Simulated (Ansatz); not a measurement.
# V_Mg-V_O in MgO (Fm-3m): charge-transition levels and formation energies

Wanted: the transition levels of a complex in MgO (Fm-3m), from a cell of 54 host atoms with 1 Mg and 1 O taken out.

Program: Ansatz 0.2.0. Level of theory: place-levels on r2SCAN runs: charge-transition levels and formation energies with image-charge correction and potential alignment at the atomic sites; PAW set soft_1. Results are calculated unless marked as measured.

**Measured values to reproduce.**

“Electronic structure of alkaline earth and post-transition metal oxides” (2009, arxiv:0908.1581) quotes from earlier work for MgO, rocksalt (bulk crystal): band gap (literature experimental gap) 7.83 eV [Literature value based on experiment; other listed experimental values range from 7.7 to …].

**1. The starting structure**

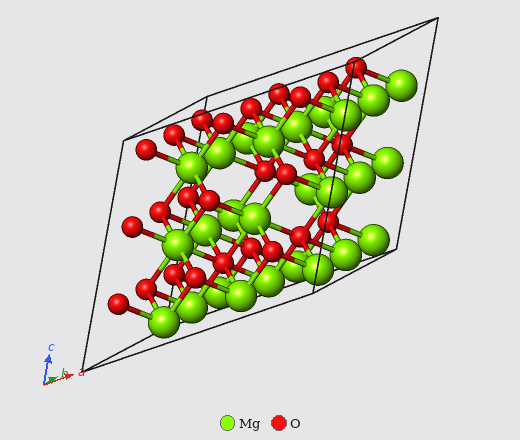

The cell as given, slightly off an axis (magnesium green, oxygen red).

The cell holds 52 atoms: 26 Mg and 26 O. Cell: a = 8.925 Å, b = 8.925 Å, c = 8.925 Å, α = 60.0°, β = 60.0°, γ = 60.0°. It derives from MgO (space group Fm-3m). Nearest the centre at fractional (0.583, 0.583, 0.417): Mg32 at 2.35 Å, Mg44 at 2.35 Å, Mg34 at 2.35 Å, O31 at 2.35 Å, Mg46 at 2.35 Å, O43 at 2.35 Å, O33 at 2.35 Å, O45 at 2.35 Å.

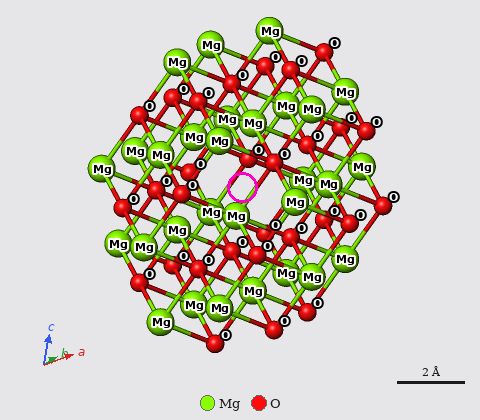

The atoms within 5 Å of the centre. A ring marks the centre wherever it is empty.

The host's dielectric constants go in as inputs: 3.24 for the electrons alone, 10.37 with the ions, from a response run on this crystal (DFPT, PBEsol) at that run's own cell.

The cell's shortest repeat is 8.9 Å.

**2. What was run first**

A transition level is the Fermi level at which two charge states cost the same, so each charge needs its own total energy, at its own relaxed structure.

Each atom starts 0.05 Å or so off its site in a random direction: a symmetric start keeps its symmetry, and would miss off-centre moves and Jahn–Teller distortions. Forces are taken at one point at (¼, ¼, ¼). The cell holds 1 electron more than the neutral one, with a uniform background that keeps it neutral on the whole. The electron count is odd, so at least one spin is unpaired; this run locks the moment at 1 μB.

The sampling was tested on the host first: at the k-points planned (1x1x1 shifted 0.25 0.25 0.25) its energy lies 0.020 eV an atom from the dense-mesh value, under the bound of 0.02 eV set for this test; that bounds the host's error, not the defect's.

One of the inputs; charge, spin and start change from state to state.

File qm1_M1.relax/input.yaml:

```yaml
crystal:
  lattice:
    - [0.0, 6.31124291, 6.31124291]
    - [6.31124291, 0.0, 6.31124291]
    - [6.31124291, 6.31124291, 0.0]
  atoms:
    - { symbol: Mg, position: [0.0, 0.0, 0.0] }
    - { symbol: O, position: [0.16666667, 0.16666667, 0.16666667] }
[... 6 atom lines left out ...]
    - { symbol: Mg, position: [0.0, 0.33333333, 0.33333333] }
    - { symbol: O, position: [0.16666667, 0.5, 0.5] }
[... 5 atom lines left out ...]
    - { symbol: O, position: [0.16666667, 0.83333333, 0.5] }
[... 4 atom lines left out ...]
    - { symbol: Mg, position: [0.33333333, 0.0, 0.33333333] }
    - { symbol: O, position: [0.5, 0.16666667, 0.5] }
[... 3 atom lines left out ...]
    - { symbol: O, position: [0.5, 0.5, 0.16666667] }
[... 1 atom line left out ...]
    - { symbol: Mg, position: [0.33333333, 0.33333333, 0.66666667] }
    - { symbol: O, position: [0.5, 0.5, 0.83333333] }
[... 1 atom line left out ...]
    - { symbol: O, position: [0.5, 0.83333333, 0.16666667] }
    - { symbol: Mg, position: [0.33333333, 0.66666667, 0.33333333] }
    - { symbol: O, position: [0.5, 0.83333333, 0.5] }
    - { symbol: Mg, position: [0.33333333, 0.66666667, 0.66666667] }
[... 4 atom lines left out ...]
    - { symbol: O, position: [0.83333333, 0.16666667, 0.5] }
[... 3 atom lines left out ...]
    - { symbol: O, position: [0.83333333, 0.5, 0.16666667] }
    - { symbol: Mg, position: [0.66666667, 0.33333333, 0.33333333] }
    - { symbol: O, position: [0.83333333, 0.5, 0.5] }
    - { symbol: Mg, position: [0.66666667, 0.33333333, 0.66666667] }
[... 1 atom line left out ...]
    - { symbol: Mg, position: [0.66666667, 0.66666667, 0.0] }
    - { symbol: O, position: [0.83333333, 0.83333333, 0.16666667] }
[... 1 atom line left out ...]
    - { symbol: Mg, position: [0.66666667, 0.66666667, 0.66666667] }
    - { symbol: O, position: [0.83333333, 0.83333333, 0.83333333] }
  host:
    repeats: [3, 3, 3]
    atoms:
      - { symbol: Mg, position: [0.0, 0.0, 0.0] }
      - { symbol: O, position: [0.5, 0.5, 0.5] }
total_charge: -1
basis:
  ecutwfc: 500
  xc_grid: 2
hamiltonian:
  xc: r2scan
  pseudopotentials: { kind: paw, azcp: { folder: soft_1 } }
kpoints:
  mp_grid: { grid: [1, 1, 1], shift: [0.25, 0.25, 0.25] }
magnetization:
  spin_polarized: true
  initial_magnetization: 1
  spin_locking: { lock_magnetization: hard }
scf:
  occupations: { method: fixed }
  max_iter: 60
output:
  forces: true
  charged_corrections:
    epsilon: 3.24
    static_epsilon: 10.37
    defect_position: [0.583333, 0.583333, 0.416667]
relax:
  f_tol: 0.02
  max_steps: 80
  random_displacement: { amplitude: 0.05, seed: 3367 }
checkpoint:
  write: "../qm1_M1.relax.run"
  compress: false
  write_wavefunctions: true
  write_every: 100000
```

Started as:

```console
$ ansatz run input.yaml --threads 4 --pin off --max-ram 7536MiB --backend cpu --events-out ev --progress --plain --runs-dir out
```

Defect states can disperse in a cell of this size, so the energy is taken again at a 2×2×2 shifted mesh, on the relaxed structure.

The run of this state that the levels use, under r2SCAN:

File qm1_M1.point/input.yaml:

```yaml
crystal:
  checkpoint: "../qm1_M1.relax.run"
  host: checkpoint
total_charge: -1
basis:
  ecutwfc: 500
  xc_grid: 2
hamiltonian:
  xc: r2scan
  pseudopotentials: { kind: paw, azcp: { folder: soft_1 } }
kpoints:
  mp_grid: { grid: [2, 2, 2], shift: [0.5, 0.5, 0.5] }
magnetization:
  spin_polarized: true
  initial_magnetization: 1
  spin_locking: { lock_magnetization: hard }
scf:
  occupations: { method: fermi_dirac, width: 0.01 }
  max_iter: 60
output:
  forces: true
  eigenvalues: true
  charged_corrections:
    epsilon: 3.24
    static_epsilon: 10.37
    defect_position: [0.583333, 0.583333, 0.416667]
  eigenstates: { localisation: true }
  populations: true
  efg: {}
checkpoint:
  read: "../qm1_M1.relax.run"
  write: "../qm1_M1.point.run"
  compress: false
  write_wavefunctions: false
  write_every: 100000
```

Relaxations under r2SCAN at one point at (¼, ¼, ¼); times on 4 threads of Intel Xeon Platinum 8259CL at 2.50GHz (Skylake/Cascade Lake), shared host:

| charge | moment (μB) | occupations | outcome | steps | largest displacement against the far atoms (Å) | time |
| --- | --- | --- | --- | --- | --- | --- |
| −1 | 1 | fixed | converged | 5 | 0.13 | 2.2 min |
| 0 | 0 | fixed | converged | 5 | 0.19 | 60 s |
| 0 | 2 | fixed | converged | 6 | 0.13 | 5 min |
| +1 | 1 | fixed | converged | 7 | 0.19 | 5.3 min |

Single points under r2SCAN at a 2×2×2 shifted mesh; times on 4 threads of Intel Xeon Platinum 8259CL at 2.50GHz (Skylake/Cascade Lake), shared host:

| charge | moment (μB) | occupations | outcome | time |
| --- | --- | --- | --- | --- |
| −1 | 1 | fermi-dirac | converged | 2.3 min |
| 0 | 0 | fermi-dirac | converged | 62 s |
| 0 | 2 | fermi-dirac | converged | 3.8 min |
| +1 | 1 | fermi-dirac | converged | 3.3 min |

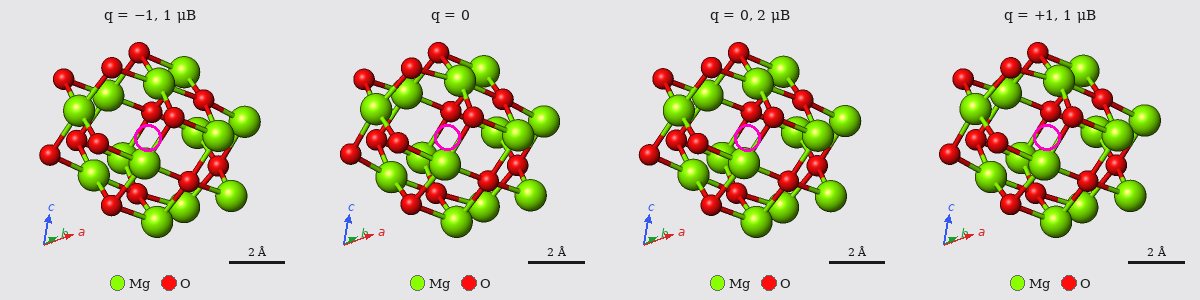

The structures near the centre after relaxation with r2SCAN, by charge. A ring marks the centre wherever it is empty.

Distances (Å) from the ideal centre to the nearest atoms after relaxation with r2SCAN:

| charge | moment (μB) | 1. | 2. | 3. | 4. | 5. | 6. |
| --- | --- | --- | --- | --- | --- | --- | --- |
| −1 | 1 | Mg 2.40 | Mg 2.41 | Mg 2.41 | Mg 2.41 | O 2.46 | O 2.46 |
| 0 | 0 | O 2.45 | O 2.45 | O 2.46 | O 2.46 | Mg 2.49 | Mg 2.50 |
| 0 | 2 | Mg 2.40 | Mg 2.40 | Mg 2.40 | Mg 2.41 | O 2.45 | O 2.45 |
| +1 | 1 | O 2.45 | O 2.45 | O 2.46 | O 2.46 | Mg 2.49 | Mg 2.49 |

**3. Placing the levels, r2SCAN**

A charged cell interacts with its images and the background, and its potential has another zero than the host's. place-levels removes the first by a point-charge model, screened by the static dielectric constant since the ions have relaxed around the charge, and the second by comparing potentials at atoms far from the defect.

The host is a run of the defect-free crystal in the same cutoffs, grids and k-points, so that basis and sampling errors cancel in part in the differences. The host is run in a cell of 2 atoms on a matching mesh. Its band edges are searched through the zone by a band path, so the gap is smaller than, or equal to, that on the mesh. Chemical potentials are energies per atom of Mg (hcp) and O (O2 molecule), run with the same functional and cutoff.

File levels.point.yaml:

```yaml
host:
  run: host.point.run
states: [qm1_M1.point.run, q0.point.run, q0_M2.point.run, qp1_M1.point.run]
geometry_from:
  qm1_M1.point.run: qm1_M1.relax.run
  q0.point.run: q0.relax.run
  q0_M2.point.run: q0_M2.relax.run
  qp1_M1.point.run: qp1_M1.relax.run
chemical_potentials:
  Mg:
    energy: -1926.407918
    dataset: "<sha256 of the dataset>"
  O:
    energy: -565.989614
    dataset: <sha256 of the dataset>
epsilon: 3.24
static_epsilon: 10.37
vertical:
  - { from: qm1_M1.point.run, to: qm1_M1.point_neutral.run }
  - { from: qp1_M1.point.run, to: qp1_M1.point_neutral.run }
```

Started as:

```console
$ ansatz place-levels levels.point.yaml -- --threads 4 --pin off --max-ram 7536MiB
```

Numbers of over 12 decimals in the logs are rounded to 6 here.

What it wrote:

```text
[... repeated set-up lines and file paths are left out, and long positions are rounded to six places ...]
(+1/0) 0.009 eV beneath the valence edge (-0.035 eV without the band-filling correction), in the valence band
(0/-1) 3.026 eV above the valence edge, 2.652 eV under the conduction edge
formation energy of charge +1: +10.141 eV with the Fermi level at the valence edge
formation energy of charge 0: +10.131 eV with the Fermi level at the valence edge
formation energy of charge -1: +13.157 eV with the Fermi level at the valence edge
vertical -1 to 0: no energy, since no alignment is typed
  the change from vertical[0].from (qm1_M1.point.run) to vertical[0].to (qm1_M1.point_neutral.run): by its potential at epsilon 3.24 it stands at 0.478 0.479 0.521, with an rms radius of about 1.0 Å (0.6 0.6 0.6 Å across the planes of the cell's vectors); [...]
vertical +1 to 0: no energy, since no alignment is typed
  the change from vertical[1].from (qp1_M1.point.run) to vertical[1].to (qp1_M1.point_neutral.run): by its potential at epsilon 3.24 it stands at 0.821 0.818 0.217, with an rms radius of about 2.6 Å (1.4 1.4 1.7 Å across the planes of the cell's vectors); [...]
  edges by r2scan, gap 5.678 eV; the host is sampled to repeats of 17.85 Å
  the defect's cells are sampled to repeats of 17.85 Å, like sampling
  charge +1: -64959.8304 eV with its correction of -0.322 eV, at epsilon 10.37, aligned at sites: -0.5745 eV, mean over 10 atomic sites at or beyond 4.46 Å from the defect at [0.5833, 0.5833, 0.4167], with +0.000000 for the charge's moments and without [...]
  states[3] (qp1_M1.point.run): levels filled in part (TS 0.004 eV): its energy is of no whole electron's
  charge 0: +0.000 eV for its dipole among its images, +5.350 omitted
  charge -1: -64941.4701 eV with its correction of +0.750 eV, at epsilon 10.37, aligned at sites: -0.4975 eV, mean over 10 atomic sites at or beyond 4.46 Å from the defect at [0.5833, 0.5833, 0.4167], with +0.000000 for the charge's moments and without [...]
  charge 0: states[2] (q0_M2.point.run) stands 2.660 eV higher, with a moment of 2.00 μB against 0.00
  states[2] (q0_M2.point.run): levels filled in part (TS 0.005 eV): its energy is of no whole electron's
  of states[3] (qp1_M1.point.run): it parts from the run at its places by a charge that spreads by about 1.7 Å along one vector (1.3 Å or more is wide), by its potential at epsilon 3.24, taken for that of held ions (one typed too small widens it), where the [...]
  of states[1] (q0.point.run): its alignment with the host at atomic sites is doubtful: the cell is too small to show whether the defect's potential has decayed: take a larger one; [...]
  of states[0] (qm1_M1.point.run): its alignment with the host at atomic sites is doubtful: the cell is too small to show whether the defect's potential has decayed: take a larger one; [...]
  of states[2] (q0_M2.point.run): its alignment with the host at atomic sites is doubtful: the cell is too small to show whether the defect's potential has decayed: take a larger one; [...]
  of vertical[0].from (qm1_M1.point.run): stability_check_not_made
  vertical[1].from (qp1_M1.point.run): levels filled in part (TS 0.004 eV): its energy is of no whole electron's
  of vertical[1].from (qp1_M1.point.run): stability_check_not_made; [...]
```

Elapsed: 0.81 s, on 4 threads of Intel Xeon Platinum 8259CL at 2.50GHz (Skylake/Cascade Lake), shared host.

Under r2SCAN the gap is 5.68 eV, (+1/0) -0.01 (outside the gap) (with band filling), (0/−1) 3.03 eV.

Levels between the charges placed, in eV above the valence top:

|  | gap (eV) | (+1/0) | (0/−1) |
| --- | --- | --- | --- |
| r2SCAN | 5.68 | -0.01 | 3.03 |

Corrections by state:

| charge | moment (μB) | image terms and alignment (eV) | band filling (eV) | ε used | over the lowest of its charge, as the program ranks them, band filling apart (eV) |
| --- | --- | --- | --- | --- | --- |
| +1 | 1.0 | -0.322 | -0.025 | 10.37 | 0.000 |
| 0 | 0.0 | 0.000 | - | - | 0.000 |
| −1 | 1.0 | 0.750 | - | 10.37 | 0.000 |
| 0 | 2.0 | 0.000 | - | - | 2.660 |

The charged structures listed were also run neutral, and place-levels reads from each pair, by the potential or the spins, how wide the charge is by which they differ; that can be the carrier of either run.

| charge | rms radius (Å) | spread where it is widest against the cell (Å) | wide from (Å) | reading |
| --- | --- | --- | --- | --- |
| +1 | 2.6 | 1.70 | 1.26 | wide |
| −1 | 1.0 | 0.58 | 1.26 | narrow |

The neutral runs of these pairs need not share the spin of the lowest neutral state, and very wide values only mean spread over the cell.

From the program's caveats on the states, each cut to its opening words:

- charge +1 (1 μB): it parts from the run at its places by a charge that spreads by about 1.7 Å along one vector (1.3 Å or more is wide), by its potential at epsilon 3.24, taken [...]
- charge +1 (1 μB): a band-filling correction moves a carrier to the host's band edge, which changes its energy by -0.025 eV
- charge +1 (1 μB), 0, −1 (1 μB), 0 (2 μB): its alignment with the host at atomic sites is doubtful: the cell is too small to show whether the defect's potential has decayed: take a larger one
- charge +1 (1 μB): the host's ions (past the first shell or, of a walk that freed a part, those that it held) aren't shown at rest: they stand up to 0.151 Å off their sites, 0.98 [...]
- charge +1 (1 μB): the far atoms show a dipole or second moment of the defect's charge, for which the correction takes or leaves out 2.558 eV: further moments aren't read, and [...]
- charge +1 (1 μB), −1 (1 μB), 0 (2 μB): flagged: stability check not made
- charge 0: the far atoms show a dipole or second moment of the defect's charge, for which the correction takes or leaves out 5.35 eV: further moments aren't read, and the [...]
- charge −1 (1 μB): the far atoms show a dipole or second moment of the defect's charge, for which the correction takes or leaves out 2.863 eV: further moments aren't read, and [...]
- charge 0 (2 μB): the far atoms show a dipole or second moment of the defect's charge, for which the correction takes or leaves out 1.128 eV: further moments aren't read, and [...]
- charge 0 (2 μB): its moments are held at its close (magnetization.spin_locking), by a field of 1.208 eV a Bohr magneton, and its energy and levels are of the state that this [...]

The host's formation energy from the elements is -2.963 eV per atom; it sets how far the chemical potentials can move.

Limit set by the element alone; other compounds of these elements are not counted. Chemical potentials from the elements' reference states: Mg 0.00 eV, O -5.93 eV. Formation energy by charge state (Mg-rich; gap 5.68 eV):

| charge | at valence top (eV) | at conduction bottom (eV) | correction included (eV) |
| --- | --- | --- | --- |
| +1 | 4.22 | 9.89 | -0.35 |
| 0 | 4.21 | 4.21 | 0.00 |
| −1 | 7.23 | 1.55 | 0.75 |

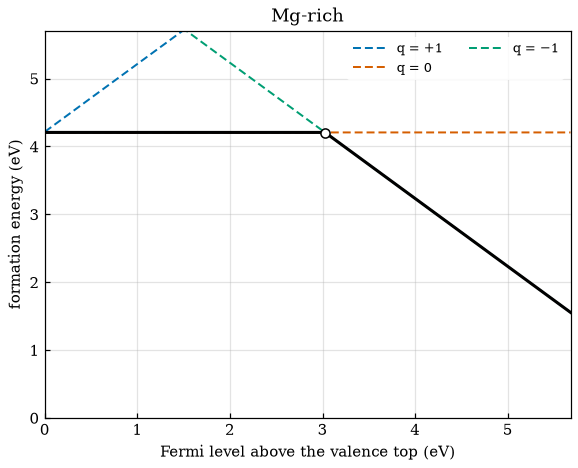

Formation energy against Fermi level; the thick line follows the lowest charge state and circles mark the transition levels.

Limit set by the element alone; other compounds of these elements are not counted. Chemical potentials from the elements' reference states: O 0.00 eV, Mg -5.93 eV. Formation energies (O-rich), with the Fermi level at the valence top and at the conduction bottom (gap 5.68 eV):

| charge | at valence top (eV) | at conduction bottom (eV) | correction included (eV) |
| --- | --- | --- | --- |
| +1 | 4.22 | 9.89 | -0.35 |
| 0 | 4.21 | 4.21 | 0.00 |
| −1 | 7.23 | 1.55 | 0.75 |

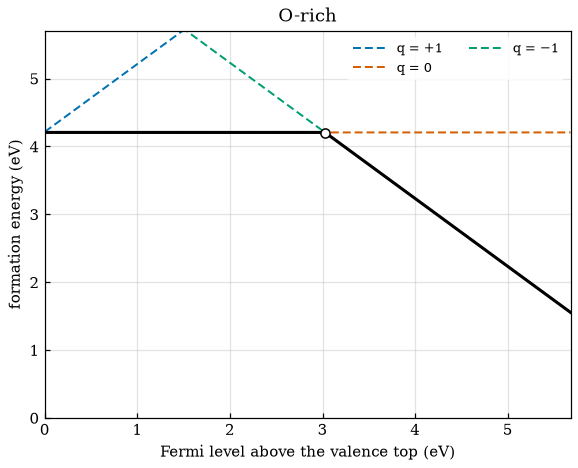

Formation energy against Fermi level; the thick line follows the lowest charge state and circles mark the transition levels.

Charge transition levels, in eV, zero at the valence-band top of the host:

|  | conduction bottom | valence top |
| --- | --- | --- |
| V_Mg-V_O | 5.68 | 0.00 |

|  | level | energy (eV) |
| --- | --- | --- |
| V_Mg-V_O | (+1/0) | -0.01 |
| V_Mg-V_O | (0/−1) | 3.03 |

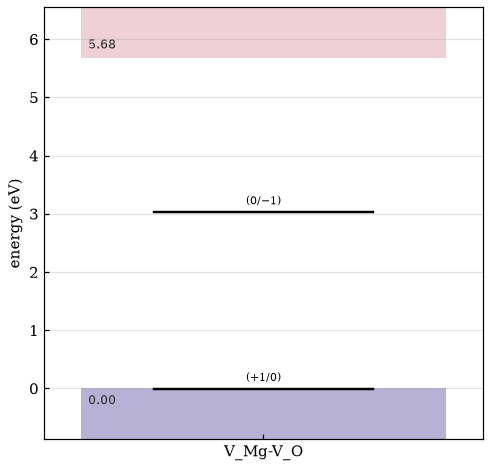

Charge transition levels. Shaded: valence and conduction bands.

**4. The same at the relaxations' own k-points**

The relaxations' own energies give the levels at their sampling, for comparison.

File levels.relax_mesh.yaml:

```yaml
host:
  run: host.relax.run
states: [qm1_M1.relax.run, q0.relax.run, q0_M2.relax.run, qp1_M1.relax.run]
chemical_potentials:
  Mg:
    energy: -1926.407918
    dataset: "<sha256 of the dataset>"
  O:
    energy: -565.989614
    dataset: <sha256 of the dataset>
```

Started as:

```console
$ ansatz place-levels levels.relax_mesh.yaml -- --threads 4 --pin off --max-ram 7536MiB
```

What it wrote:

```text
(+1/0) 0.003 eV above the valence edge, 5.656 eV under the conduction edge
(0/-1) 2.838 eV above the valence edge, 2.820 eV under the conduction edge
formation energy of charge +1: +10.033 eV with the Fermi level at the valence edge
formation energy of charge 0: +10.036 eV with the Fermi level at the valence edge
formation energy of charge -1: +12.874 eV with the Fermi level at the valence edge
  edges by r2scan, gap 5.659 eV; the host is sampled to repeats of 8.93 Å
[... the lines on each state left out ...]
```

Wall time 0.25 s (4 threads).

Levels between neighbouring charges, in eV above the valence top:

|  | gap (eV) | (+1/0) | (0/−1) |
| --- | --- | --- | --- |
| one point at (¼, ¼, ¼) | 5.66 | 0.00 | 2.84 |
| a 2×2×2 shifted mesh | 5.68 | -0.01 | 3.03 |

Going from one point at (¼, ¼, ¼) to a 2×2×2 shifted mesh moves the levels that carry no band-filling term by up to 0.19 eV and formation energies against the elements by up to 0.28 eV; band-filling terms, which differ between samplings, are in these energies.

[end of part 1 of 2]

[Logs are printed without paths, hosts, clocks, repeated set-up lines and the standing remarks that a program may print on its own settings, such as how far it seeks lower states.]

[Hosts, paths, dates, database ids (printed as entryN), source tags and the programs' standing remarks are cut or masked in the printed files.]

[Where a table of states has a column of steps, it counts the stored structures, which are thinned; the runs took as many ionic steps or more.]

[A defect's name tells the site on which it was built; relaxed atoms can leave that site.]

[For some hosts the program warned that the k-mesh of the response run may be too coarse for force constants and the static dielectric constant; such warnings are not shown here.]
